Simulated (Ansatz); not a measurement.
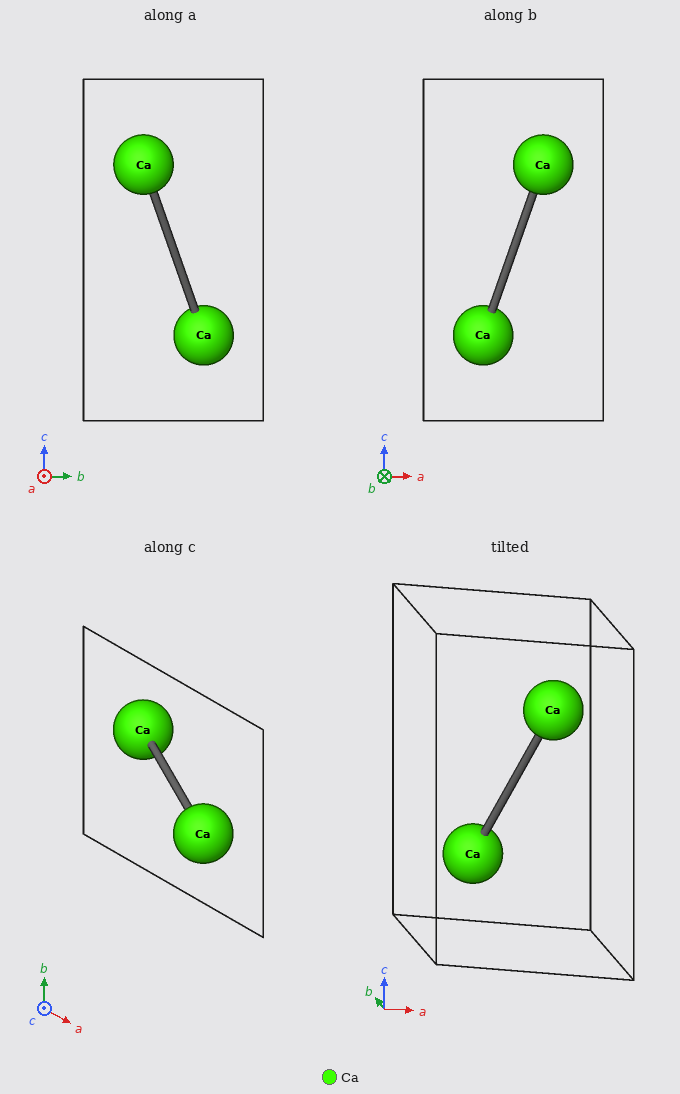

The image is a ball-and-stick drawing of a crystal, viewed along the a axis, along the b axis, along the c axis and slightly off an axis. One unit cell is framed, with atoms on its boundary repeated.

Lattice parameters: a = 3.9363 Å, b = 3.9363 Å, c = 6.4742 Å, α = 90.024°, β = 90.024°, γ = 119.937°.

Question: Write down what is shown as a CIF in P1 with every atom of the cell, with free fractional coordinates to two decimals.

Answer:
```cif
data_structure
_symmetry_space_group_name_H-M 'P 1'
_symmetry_Int_Tables_number 1
_cell_length_a 3.9363
_cell_length_b 3.9363
_cell_length_c 6.4742
_cell_angle_alpha 90.024
_cell_angle_beta 90.024
_cell_angle_gamma 119.937
_cell_volume 86.93
loop_
_atom_site_label
_atom_site_type_symbol
_atom_site_fract_x
_atom_site_fract_y
_atom_site_fract_z
_atom_site_occupancy
Ca1 Ca 0.33 0.67 0.25 1
Ca2 Ca 0.67 0.33 0.75 1
```

It goes back to a structure type filled with this element by a generator (whether the element takes this form wasn't checked). Earlier steps of the study may have refined or changed the cell and positions. It was the input of a calculation with Ansatz.
